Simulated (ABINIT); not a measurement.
Se: effective mass calculation (part 3 of 3)

Continued. System: Se (P3₁21, 3 atoms in the cell). Method: Kohn-Sham DFT of a periodic cell, PBEsol, PseudoDojo NC SR PBEsol v0.4.1 standard, no spin polarisation (ABINIT 10.8.3); cutoff 1061.24 eV, 5×5×4 k-mesh, fixed occupations. The structure derives from an entry of the Crystallography Open Database.

Geometry of the input (Å; fractional positions):
```
4.3662  0.0000  0.0000
-2.1831  3.7812  0.0000
0.0000  0.0000  4.9536
Se 0.7746  0.7746  0.0000
Se -0.0000  0.2254  0.6667
Se 0.2254  0.0000  0.3333
```

### Output, continued
```
 K-point ( 0.000, 0.000, 0.500) | band =    25
 Transport equivalent effective mass tensor:
              1.0072596000             -0.0000000010             -0.0000000002
             -0.0000000010              1.0072803326             -0.0000082034
             -0.0000000002             -0.0000082034              0.9759719059
 Transport equivalent effective mass tensor eigenvalues:
              1.0072803348              1.0072596000              0.9759719037
 Angular average effective mass 1/(<1/m>)=   0.9584941581
 Angular average effective mass for Frohlich model (<m**0.5>)**2=   0.9607622296
 Effective masses along directions: (cart. coord. / red. coord. -> eff. mass)
    1:   1.000000  0.000000  0.000000 /   0.894427 -0.447214  0.000000 ->   0.9757024767
    2:   0.000000  1.000000  0.000000 /   0.000000  1.000000  0.000000 ->   0.9757024751
    3:   0.000000  0.000000  1.000000 /   0.000000  0.000000  1.000000 ->   0.9177748739
    4:   0.707107  0.707107  0.000000 /   0.939071  0.343724  0.000000 ->   0.9757024736
    5:   0.577350  0.577350  0.577350 /   0.642673  0.235235  0.729134 ->   1.0306898269

 K-point ( 0.000, 0.000, 0.500) | band =    26
 Transport equivalent effective mass tensor:
              0.2798795884             -0.0000000001             -0.0000000001
             -0.0000000001              0.2798799872              0.0000080649
             -0.0000000001              0.0000080649              0.9230876013
 Transport equivalent effective mass tensor eigenvalues:
              0.9230876014              0.2798799871              0.2798795884
 Angular average effective mass 1/(<1/m>)=   0.3610240965
 Angular average effective mass for Frohlich model (<m**0.5>)**2=   0.3880040651
 Effective masses along directions: (cart. coord. / red. coord. -> eff. mass)
    1:   1.000000  0.000000  0.000000 /   0.894427 -0.447214  0.000000 ->   0.2773688387
    2:   0.000000  1.000000  0.000000 /   0.000000  1.000000  0.000000 ->   0.2773688386
    3:   0.000000  0.000000  1.000000 /   0.000000  0.000000  1.000000 ->   0.9177748737
    4:   0.707107  0.707107  0.000000 /   0.939071  0.343724  0.000000 ->   0.2773688387
    5:   0.577350  0.577350  0.577350 /   0.642673  0.235235  0.729134 ->   0.3517439149

 Angular average effective mass for Frohlich model, averaged over degenerate bands.
 Value of     (<<m**0.5>>)**2 =     6.424700E-01
 Absolute Value of <<m**0.5>> =     8.015423E-01

 END OF EFFECTIVE MASSES SECTION

================================================================================

 ---- first-order wavefunction calculations are completed ----

 Total localisation tensor (bohr^2) in cartesian coordinates
  WARNING : still subject to testing - especially symmetries.
      direction              matrix element
   alpha     beta       real part   imaginary part
     1        1       2.8045055092   -0.0000000000
     1        2      -0.7859620665    0.0000000000
     1        3       0.0000000000    0.0000000000
     2        1      -0.7859620665    0.0000000000
     2        2       1.3613262319   -0.0000000000
     2        3       0.0000000000    0.0000000000
     3        1       0.0000000000    0.0000000000
     3        2       0.0000000000    0.0000000000
     3        3       1.8794660806    0.0000000000

 respfn : d/dk was computed, but no 2DTE, so no DDB output.

== END DATASET(S) ==============================================================
================================================================================

 -outvars: echo values of variables after computation  --------
            acell      1.0000000000E+00  1.0000000000E+00  1.0000000000E+00 Bohr
           etotal1    -3.6332439188E+02
           etotal3    -5.8971263016E+01
            fcart1    -3.0164177014E-03 -5.2245887156E-03  2.3011732706E-28
                      -3.0164177014E-03  5.2245887155E-03 -4.6023465412E-28
                       6.0328354027E-03  4.2214645136E-14  2.3011732706E-28
            rprim      8.2509222053E+00  0.0000000000E+00  0.0000000000E+00
                      -4.1254611027E+00  7.1455082345E+00  0.0000000000E+00
                       0.0000000000E+00  0.0000000000E+00  9.3609473309E+00
           strten1     2.9104865316E-05  2.9104865080E-05 -2.5425812227E-05
                       0.0000000000E+00  0.0000000000E+00  9.6732927676E-14
           xangst      1.6910292588E+00  2.9289485934E+00  0.0000000000E+00
                      -4.9207073967E-01  8.5229152202E-01  3.3023999977E+00
                       9.8414147933E-01  0.0000000000E+00  1.6511999989E+00
             xred      7.7460000000E-01  7.7460000000E-01  0.0000000000E+00
                      -1.0378618977E-17  2.2540000000E-01  6.6666666667E-01
                       2.2540000000E-01  0.0000000000E+00  3.3333333333E-01
 Calculation completed.
```

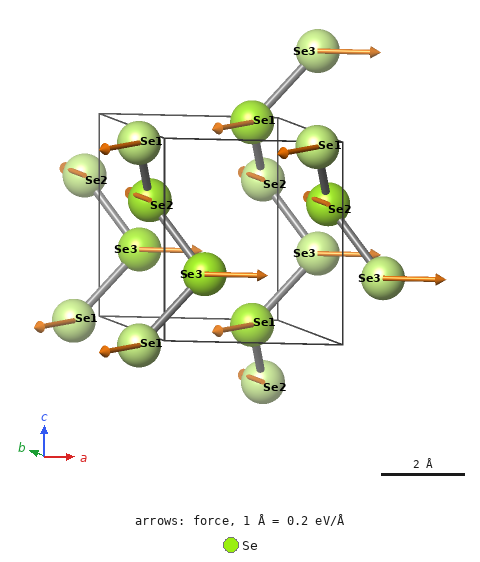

*Forces on the atoms as orange arrows (ball-and-stick view of the cell of the calculation, seen slightly off an axis; neighbours outside the cell are drawn fainter; atoms are numbered from 1 in the order of the input).*

The largest act on all 3 Se atoms (0.31 eV/Å). The geometry is not a stationary point of this energy.

### Summary

```tsv
quantity	value
outcome	converged
space group (tolerance 0.01 Å)	P3₁21 (152)
electrons treated	48
free energy	−9886.5604 eV
Fermi energy	2.930 eV
pressure	−0.32 GPa
largest force (length of the vector)	0.310 eV/Å
wall time	3.1 min
peak memory	0.67 GiB
```

### Remarks

Points of doubt noted for this run: mesh point may not be the band extremum.
